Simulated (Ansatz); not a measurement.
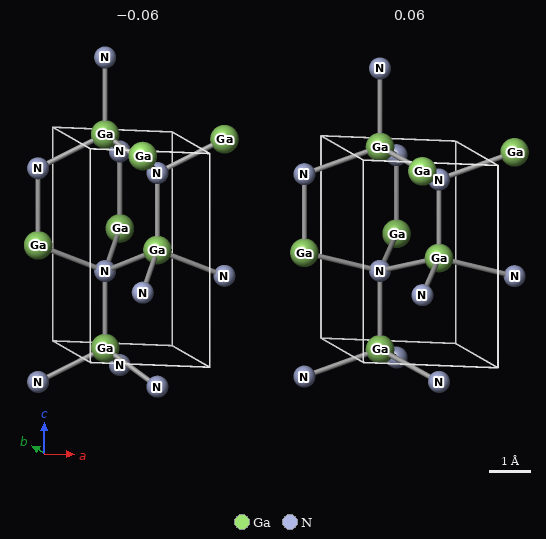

A crystal of GaN (set up in P6_3mc), under biaxial strain in the a–b plane (c and atoms relaxed), with energies (extrapolated to zero smearing) counted from the relaxed crystal, which is the row at zero. The picture shows the first and the last member. The picture is a ball-and-stick view of the cell of the calculation, seen slightly off an axis.

Computed with Ansatz 0.2.0: DFT PBE, scalar-relativistic, plane waves, PAW. Set-up: plane-wave cutoff 420 eV; k-point mesh 12 × 12 × 6; occupations gaussian; smearing width 0.02 eV; no spin polarisation; force threshold 0.008 eV/Å.

```tsv
strain	energy (meV/atom)	a (Å)	c (Å)	band gap (eV)
−0.06	120.17	3.025	5.391	1.71
−0.04	?	?	?	?
−0.02	12.33	3.154	5.291	1.79
0.0	0.00	3.218	5.243	1.71
0.02	11.24	3.283	5.197	1.47
0.04	42.72	3.347	5.151	1.20
0.06	91.27	3.411	5.105	0.95
```

### One row is withheld. What does the calculation give there?

A parabola through three neighbouring rows (−0.06, −0.02, 0.0) gives, with Lagrange weights, (0.3333)(120.17) + (1.0000)(12.33) + (−0.3333)(0.00) = 52.38 meV/atom. The calculation gives 51.37 meV/atom (a = 3.090 Å, c = 5.340 Å). The estimate is 1.01 meV/atom too high. For the gap a parabola through the rows −0.06, −0.02, 0.0 gives 1.79 eV, and the calculation 1.79 eV (semilocal gaps, lower than measured ones as a rule). From the first member to the last: Ga–N 1.901 → 2.051 Å, Ga–N 1.944 → 1.981 Å.

The whole series:

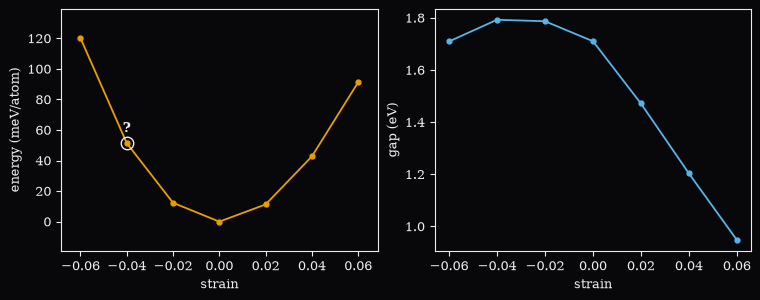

Each member starts from this one structure; whether another phase lies lower wasn't checked.
